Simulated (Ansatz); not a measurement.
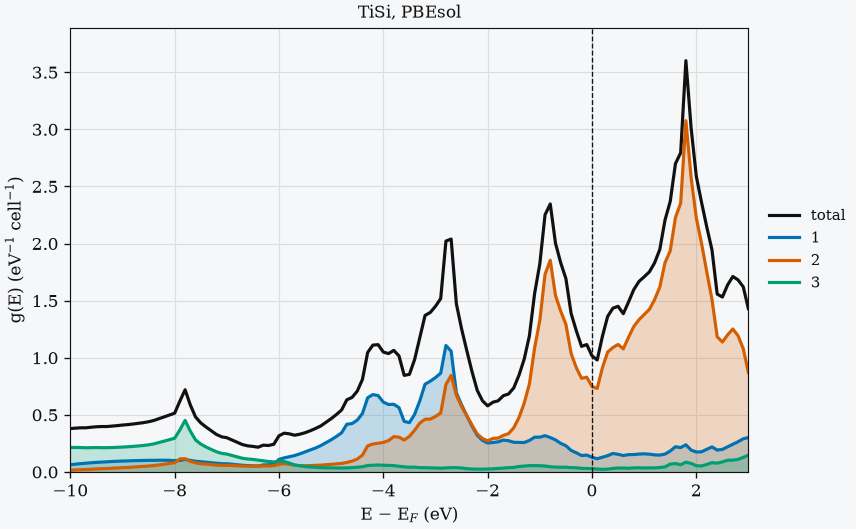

Density of states. Energies are counted from the Fermi level. The partial curves are projected on Löwdin-orthogonalised atomic shells.

Calculation on TiSi, space group Cmmm, 2 atoms in the primitive cell; a = 2.79 Å, b = 2.79 Å, c = 3.80 Å, α = 90.00°, β = 90.00°, γ = 98.76°.

Ansatz; PBEsol, Ansatz PAW, no spin polarisation, no spin-orbit coupling, 10×10×7 k mesh in the self-consistent step, 420 eV cutoff, Fermi-Dirac smearing of 0.05 eV.

### The numbered curves are projections. Which is which? The candidates: Si p, Si s, Ti d.

1 is Si p; 2 is Ti d; 3 is Si s.

### What is the density of states at the Fermi level?

It is a metal. The density of states at the Fermi level is about 1.1 per eV and cell (mean within 0.25 eV), or 0.54 per atom.

The density of states comes from the program's own step for it, whose mesh and broadening can differ from those of the self-consistent step. The PAW data sets were made with another functional. The cell is at −4 GPa in this functional. The cell comes from a database of computed structures, and whether it is the stable form of this composition wasn't checked.
